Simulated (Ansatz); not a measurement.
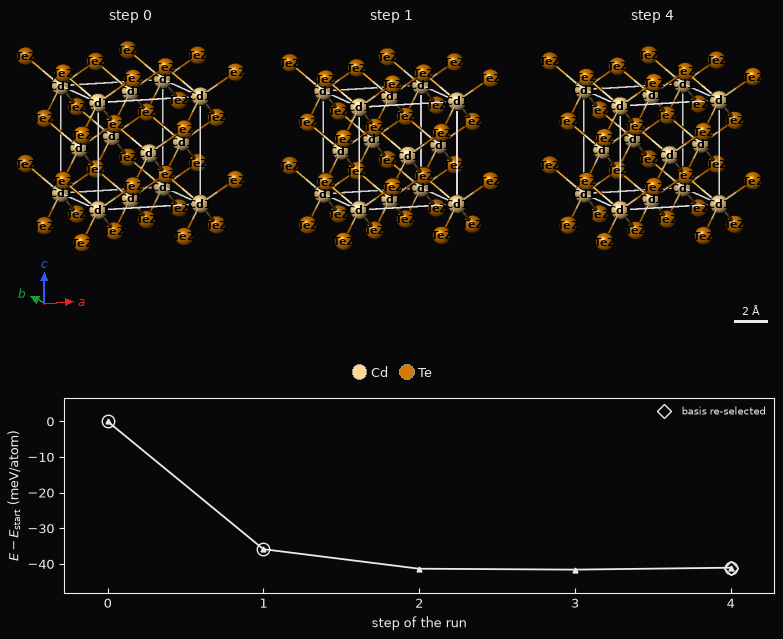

Frames of a relaxation of solid CdTe (built on the zincblende type), marked on the history of the run. A ball-and-stick model of the conventional cell (4 times the calculation's cell), seen slightly off an axis. Lengths and directions refer to the drawn axes.

Level of theory: DFT, LDA, plane waves, PAW (Ansatz). (plane-wave cutoff 420 eV; k-point mesh 6 × 6 × 6; occupations fermi dirac; smearing width 0.02 eV; no spin polarisation; cell and atoms relaxed; force threshold 0.005 eV/Å)

Describe the path.

The atoms keep their places relative to the cell (all moves are under 0.005 Å). Cell: a = b = c 6.621 → 6.411 Å (−3.2 %). Volume −9.2 %. Some distances before and after: Cd1–Te2 2.867 → 2.776 Å. The space group stays F-43m (No. 216). After 3 accepted moves (4 points after the start) the energy has fallen by 41.0 meV per atom. All forces vanish by symmetry, so only the cell relaxes. Pressure: −3.56 GPa at the start and −0.02 GPa at the end. The SCF was repeated once at an unchanged geometry on a basis and grid sized afresh for the cell, which shifted the energy by 0.5 meV per atom at most. The run took 3.4 s on 4 threads of Arm Neoverse V2, with other jobs on the host, peak memory 0.35 GiB. From step 0 to 1: volume −12.4 %, energy −35.8 meV per atom. From step 1 to 4: volume +3.6 %, energy −5.2 meV per atom.

| step | E − E(0), meV/atom | pressure, GPa | volume, Å³/atom | note |
| --- | --- | --- | --- | --- |
| 0 | 0.00 | -3.56 | 36.278 |  |
| 1 | -35.83 | 1.75 | 31.794 |  |
| 2 | -41.31 | -0.31 | 33.143 |  |
| 3 | -41.56 | -0.02 | 32.932 |  |
| 4 | -41.02 | -0.02 | 32.932 | same geometry, new basis |
